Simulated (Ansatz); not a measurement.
# Single-point calculation, with input and output: TaN (part 1 of 2)

- system: TaN (Fm-3m, 2 atoms in the cell)
- method: DFT PBEsol+U, scalar-relativistic, plane waves, PAW, Ueff = 7 eV on Ta atom 1 d, spin-polarised (Ansatz 0.2.0)

The structure derives from an entry of the Crystallography Open Database. It belongs to a series of runs on one base structure; here: from atoms, default search. Figures and captions count atoms from 1; the log counts them from 0 in places.

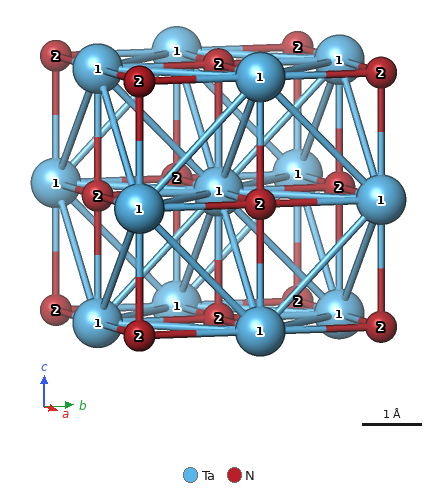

**Figure 1.** The input geometry (ball-and-stick view of the cell 4 times as large as that of the calculation, set on its symmetry axes, seen slightly off an axis; atoms are numbered from 1 in the order of the input). An atom can appear more than once, as a periodic image. Near neighbours in the periodic cell (some may lie outside the picture): Ta has 6 N at 2.18 Å and 12 Ta at 3.08 Å; N has 6 Ta at 2.18 Å.

**Key numbers**

```tsv
quantity	value
outcome	converged
space group (tolerance 0.01 Å)	Fm-3m (225)
electrons treated	18
free energy	−10187.3494 eV
Fermi energy	21.722 eV
gap on the k-point mesh	none (metallic)
net moment of the cell	0.05 μB
integrated absolute moment	0.62 μB
pressure	18.00 GPa
largest force (length of the vector)	under 0.001 eV/Å
hardware	2 threads of Arm Neoverse V2, 24 GiB of memory available, shared host
wall time	31 s (CPU time 60 s)
peak memory	0.45 GiB
```

**Notes**

Spin–orbit coupling is left out, which matters for Ta. The cell is under a pressure of 18.0 GPa at this level, so it is not at its equilibrium volume.

**Input file**
```yaml
crystal:
  lattice:
    - [0.0, 2.17900131, 2.17900131]
    - [2.17900131, 0.0, 2.17900131]
    - [2.17900131, 2.17900131, 0.0]
  atoms:
    - { symbol: Ta, position: [0.5, 0.5, 0.5], spin: 2.0 }
    - { symbol: "N", position: [0.0, 0.0, 0.0] }
basis:
  ecutwfc: 420
  ecutrho_ratio: 4
kpoints:
  mp_grid: { grid: [7, 7, 7] }
hamiltonian:
  xc: pbesol
  hubbard: { sites: [{ site: 0, l: d, u_eff: 7.0 }], double_counting: amf }
scf:
  occupations: { method: gaussian, width: 0.05 }
output:
  forces: true
  stress: true
  eigenvalues: true
  populations: true
  hubbard: { sites: [{ site: 0, l: d }] }
  write_density: true
  write_potential: true
  elf: true
  volumetric_format: npy
magnetization:
  spin_polarized: true
```

Launch command:
```bash
ansatz run input.yaml --threads 2 --pin off --max-ram 3072MiB --backend cpu --events-out ev --progress --plain --runs-dir out
```

**Log**
```
Ta: projections on atomic orbitals take those of the free atom [Kr 4d10 4f14] 5s2 5p6 5d3 6s2, of charge +0.00 (hamiltonian.pseudopotentials.projection_atoms); the dataset's partial waves leave at most 6.0e-5 of an orbital's norm unspanned inside its sphere
N: projections on atomic orbitals take those of the free atom [He] 2s2 2p3, of charge +0.00 (hamiltonian.pseudopotentials.projection_atoms); the dataset's partial waves leave at most 9.3e-9 of an orbital's norm unspanned inside its sphere
Engine: ansatz 0.2.0, aarch64-unknown-linux-gnu
Pseudopotentials: kind: paw
Pseudopotential: Ta, paw, valence charge 13, recommended cutoff 420 eV (normal), Ta.paw.azcp
Pseudopotential: N, paw, valence charge 5, recommended cutoff 420 eV (normal), N.paw.azcp
Functional definition: PBEsol
  exchange = pbesol_x
  correlation = pbesol_c
Crystal: 2 atoms, lattice volume = 20.692 Å³
Basis set: ecut = 420 eV, 411 PW (Γ), exchange–correlation on 48×48×48 points (8 copies of the dense FFT grid, shifted against one another)
Bands: 14, of which v1, the nominal top of the filled ones, is band 9 counted from 1 (8 counted from 0)
Symmetry: 48 space group operations
Space group: Fm-3m (ITA 225), of the structure as read, at distance tolerance 2.7e-5 Å
Magnetic group: BNS 225.116 (UNI 1618), of the structure as read, at distance tolerance 2.7e-5 Å
k-points: 20 of 343
Non-local potential: Ta, projectors of the file, l = 0: 3, l = 1: 2, l = 2: 2, l = 3: 1
Non-local potential: N, projectors of the file, l = 0: 2, l = 1: 2, l = 2: 1
PAW form: soft (Blöchl's): semilocal exchange-correlation on the pseudo side does not see the compensation charge
PAW frozen core: Ta, regenerated for the run's functional, and the local potential with it (the file was generated under x = pbe(κ = 0.804, μ = 0.2195149727645171), c = pbe(β = 0.06672455060314922))
PAW frozen core: N, regenerated for the run's functional, and the local potential with it (the file was generated under x = pbe(κ = 0.804, μ = 0.2195149727645171), c = pbe(β = 0.06672455060314922))
PAW one-centre angular grid: Ta, 590 points (default); XC on 64 Gauss nodes
PAW one-centre angular grid: N, 110 points (default); XC on 64 Gauss nodes
Initial density: superposition of atomic densities (chi_scale 0.1, normalization cell, long waves kept (reshape's long-wave potential 0.00 eV rms))
Starting moments: Σ|m| = 2 μB on 1 of 2 sites
Initial wavefunctions: pseudopotential atomic-orbital guess
Functional: x = pbesol(κ = 0.804, μ = 0.12345679012345678), c = pbesol(β = 0.046)
iter 1 solved again at ethr=2.69e-3 eV; its pass at ethr=3.10e-3 eV (dr2=4.85e-1 eV) is discarded
SCF iter   1: F=—  HF=-10186.706611 eV  |F-HF|=—  |Δ(HF+E_count)|=         —  Δρ=8.62e-2 (↑8.62e-2 ↓8.25e-2)  dr2=4.85e-1  dr2_m=1.24e0  M=0.233 μB ∫|m|=0.319 μB  β_m=0.30  ethr=2.69e-3  ⟨swp⟩=1.0  Hψ=3692  notcnv=0
preconditioner: auto → none  [insulator: Δε(μ)=0.129 eV  Ē_g=12.581 eV  σ=0.050 eV  W_gap=0.75  n_scr=8 (ndim 8)  ℏωp=25.8 eV  f_vac=0.000  D(μ)=0.21/eV (n_scr^D=0)  ε∞_Penn≈5.2]
SCF iter   2: F=—  HF=-10186.892517 eV  |F-HF|=—  |Δ(HF+E_count)|=   1.86e-1  Δρ=6.12e-2 (↑5.69e-2 ↓6.12e-2)  dr2=5.51e-2  dr2_m=6.22e-1  M=0.223 μB ∫|m|=0.284 μB  β_m=0.30  ethr=2.69e-3  ⟨swp⟩=2.7  Hψ=929  notcnv=0
SCF iter   3: F=—  HF=-10187.047003 eV  |F-HF|=—  |Δ(HF+E_count)|=   1.54e-1  Δρ=4.33e-2 (↑4.04e-2 ↓4.33e-2)  dr2=2.43e-2  dr2_m=3.14e-1  M=0.219 μB ∫|m|=0.256 μB  β_m=0.30  ethr=3.06e-4  ⟨swp⟩=1.6  Hψ=904  notcnv=0  defer=18
SCF iter   4: F=—  HF=-10187.134750 eV  |F-HF|=—  |Δ(HF+E_count)|=   8.77e-2  Δρ=2.99e-2 (↑2.90e-2 ↓2.99e-2)  dr2=8.05e-4  dr2_m=1.64e-1  M=0.185 μB ∫|m|=0.217 μB  β_m=0.30  ethr=1.35e-4  ⟨swp⟩=2.4  Hψ=822  notcnv=0  defer=23
SCF iter   5: F=—  HF=-10187.177447 eV  |F-HF|=—  |Δ(HF+E_count)|=   4.27e-2  Δρ=2.15e-2 (↑2.15e-2 ↓2.15e-2)  dr2=1.65e-4  dr2_m=8.76e-2  M=0.156 μB ∫|m|=0.186 μB  β_m=0.30  ethr=4.47e-6  ⟨swp⟩=2.3  Hψ=893  notcnv=0  defer=23
SCF iter   6: F=—  HF=-10187.201300 eV  |F-HF|=—  |Δ(HF+E_count)|=   2.39e-2  Δρ=1.55e-2 (↑1.55e-2 ↓1.52e-2)  dr2=8.58e-5  dr2_m=4.47e-2  M=0.152 μB ∫|m|=0.172 μB  β_m=0.30  ethr=9.17e-7  ⟨swp⟩=2.5  Hψ=871  notcnv=0  defer=23
SCF iter   7: F=—  HF=-10187.213992 eV  |F-HF|=—  |Δ(HF+E_count)|=   1.27e-2  Δρ=1.10e-2 (↑1.10e-2 ↓1.09e-2)  dr2=4.17e-5  dr2_m=2.26e-2  M=0.152 μB ∫|m|=0.164 μB  β_m=0.30  ethr=4.77e-7  ⟨swp⟩=2.3  Hψ=862  notcnv=0  defer=23
Mixer restart at iter 7: flushing history
spin-set hold released at iteration 7 (site moments contracting): the magnetisation degrees of freedom join the quasi-Newton model from the next iteration; the mixer history was flushed
SCF iter   8: F=—  HF=-10187.220749 eV  |F-HF|=—  |Δ(HF+E_count)|=   6.76e-3  Δρ=7.85e-3 (↑7.85e-3 ↓7.75e-3)  dr2=3.47e-5  dr2_m=1.15e-2  M=0.152 μB ∫|m|=0.157 μB  β_m=0.65  ethr=2.31e-7  ⟨swp⟩=2.6  Hψ=949  notcnv=0  defer=24
SCF iter   9: F=—  HF=-10187.228644 eV  |F-HF|=—  |Δ(HF+E_count)|=   7.90e-3  Δρ=6.68e-4 (↑6.68e-4 ↓4.65e-4)  dr2=1.12e-5  dr2_m=5.71e-5  M=0.151 μB ∫|m|=0.152 μB  β_m=0.82  ethr=1.93e-7  ⟨swp⟩=2.9  Hψ=1074  notcnv=0  defer=24
SCF iter  10: F=—  HF=-10187.228709 eV  |F-HF|=—  |Δ(HF+E_count)|=   6.45e-5  Δρ=3.47e-4 (↑7.99e-5 ↓3.47e-4)  dr2=2.32e-5  dr2_m=7.11e-6  M=0.151 μB ∫|m|=0.152 μB  β_m=0.88  ethr=6.22e-8  ⟨swp⟩=2.2  Hψ=877  notcnv=0  defer=24
SCF iter  11: F=—  HF=-10187.228729 eV  |F-HF|=—  |Δ(HF+E_count)|=   2.03e-5  Δρ=3.66e-4 (↑3.66e-4 ↓2.29e-4)  dr2=7.75e-5  dr2_m=9.86e-7  M=0.151 μB ∫|m|=0.152 μB  β_m=0.63  ethr=6.22e-8  ⟨swp⟩=3.0  Hψ=998  notcnv=0  defer=24  recentre
iter 12 did not close the SCF: its close was put off for a magnetic moment that had not settled (scf_convergence_deferred on its scf_iter line)
SCF iter  12: F=-10187.228710 eV  HF=-10187.228710 eV  |F-HF|=7.31e-8  |Δ(HF+E_count)|=   1.95e-5  Δρ=2.18e-5 (↑1.15e-5 ↓2.18e-5)  dr2=2.69e-8  dr2_m=4.37e-8  M=0.151 μB ∫|m|=0.152 μB  β_m=0.82  ethr=5.56e-10  ⟨swp⟩=10.2  Hψ=4230  notcnv=0
iter 13 did not close the SCF: its close was put off for a magnetic moment that had not settled (scf_convergence_deferred on its scf_iter line)
SCF iter  13: F=-10187.228710 eV  HF=-10187.228710 eV  |F-HF|=1.02e-10  |Δ(HF+E_count)|=   1.04e-7  Δρ=7.09e-7 (↑7.09e-7 ↓5.65e-7)  dr2=1.20e-11  dr2_m=7.15e-11  M=0.151 μB ∫|m|=0.152 μB  β_m=0.91  ethr=1.50e-10  ⟨swp⟩=5.4  Hψ=2884  notcnv=0
SCF iter  14: F=-10187.228710 eV  HF=-10187.228710 eV  |F-HF|=0.00e0  |Δ(HF+E_count)|=  1.36e-10  Δρ=1.22e-7 (↑6.50e-8 ↓1.22e-7)  dr2=1.69e-12  dr2_m=1.35e-12  M=0.151 μB ∫|m|=0.152 μB  ethr=1.00e-12  ⟨swp⟩=3.8  Hψ=2261  notcnv=0
SCF 1 converged in 14 iterations: F = -10187.228710 eV  dr2 = 1.69e-12
  greatest PAW one-centre occupation: 1.000 electrons in one spin orbital (limit 2), on the Ta atom at site 0 (counted from 0), in its partial waves of l = 0
Symmetry: 12 space group operations
k-points: 44 of 343
Initial density: read from a saved state, or passed on in memory by an earlier SCF of this step, an earlier step, the calling program or the single point that the run made first
Starting moments: Σ|m| = 2 μB on 1 of 2 sites; this step starts from the density that it was given
SCF iter   1: F=—  HF=-10186.880962 eV  |F-HF|=—  |Δ(HF+E_count)|=         —  Δρ=4.45e-2 (↑4.39e-2 ↓4.45e-2)  dr2=7.73e-1  dr2_m=4.47e-3  M=0.000 μB ∫|m|=0.014 μB  ethr=5.56e-6  ⟨swp⟩=1.0  Hψ=9716  notcnv=0
preconditioner: auto → none  [insulator: Δε(μ)=0.300 eV  Ē_g=12.956 eV  σ=0.050 eV  W_gap=1.00  n_scr=8 (ndim 8)  ℏωp=25.8 eV  f_vac=0.000  D(μ)=0.00/eV (n_scr^D=0)  ε∞_Penn≈5.0]
SCF iter   2: F=—  HF=-10187.238974 eV  |F-HF|=—  |Δ(HF+E_count)|=         —  Δρ=6.49e-3 (↑6.49e-3 ↓5.55e-3)  dr2=2.88e-2  dr2_m=1.59e-4  M=0.005 μB ∫|m|=0.055 μB  ethr=5.56e-6  ⟨swp⟩=1.0  Hψ=7713  notcnv=0
SCF iter   3: F=—  HF=-10187.245086 eV  |F-HF|=—  |Δ(HF+E_count)|=   6.11e-3  Δρ=9.13e-4 (↑6.87e-4 ↓9.13e-4)  dr2=1.13e-4  dr2_m=9.36e-5  M=0.005 μB ∫|m|=0.148 μB  ethr=5.56e-6  ⟨swp⟩=1.0  Hψ=3965  notcnv=0
SCF iter   4: F=—  HF=-10187.349422 eV  |F-HF|=—  |Δ(HF+E_count)|=   1.04e-1  Δρ=8.92e-4 (↑8.92e-4 ↓6.33e-4)  dr2=2.31e-4  dr2_m=3.66e-5  M=-0.047 μB ∫|m|=0.599 μB  ethr=6.26e-7  ⟨swp⟩=1.0  Hψ=4860  notcnv=0
SCF iter   5: F=—  HF=-10187.349397 eV  |F-HF|=—  |Δ(HF+E_count)|=   2.47e-5  Δρ=8.95e-5 (↑8.95e-5 ↓8.13e-5)  dr2=4.18e-6  dr2_m=4.94e-7  M=-0.047 μB ∫|m|=0.603 μB  ethr=6.26e-7  ⟨swp⟩=1.0  Hψ=4132  notcnv=0
SCF iter   6: F=—  HF=-10187.349398 eV  |F-HF|=—  |Δ(HF+E_count)|=   9.99e-7  Δρ=1.20e-5 (↑7.27e-6 ↓1.20e-5)  dr2=7.64e-8  dr2_m=3.52e-9  M=-0.047 μB ∫|m|=0.604 μB  ethr=5.56e-10  ⟨swp⟩=1.9  Hψ=3868  notcnv=0
SCF iter   7: F=-10187.349398 eV  HF=-10187.349398 eV  |F-HF|=4.18e-10  |Δ(HF+E_count)|=   2.95e-8  Δρ=1.25e-6 (↑1.25e-6 ↓1.05e-6)  dr2=5.65e-10  dr2_m=4.79e-11  M=-0.047 μB ∫|m|=0.604 μB  ethr=4.25e-10  ⟨swp⟩=1.0  Hψ=3585  notcnv=0
SCF iter   8: F=-10187.349398 eV  HF=-10187.349398 eV  |F-HF|=4.20e-10  |Δ(HF+E_count)|=  1.82e-12  Δρ=1.26e-6 (↑1.26e-6 ↓1.05e-6)  dr2=5.72e-10  dr2_m=4.82e-11  M=-0.047 μB ∫|m|=0.604 μB  ethr=3.14e-12  ⟨swp⟩=1.0  Hψ=4277  notcnv=0
SCF 2 converged in 8 iterations: F = -10187.349398 eV  dr2 = 5.72e-10
Symmetry: 8 space group operations
k-points: 64 of 343
```
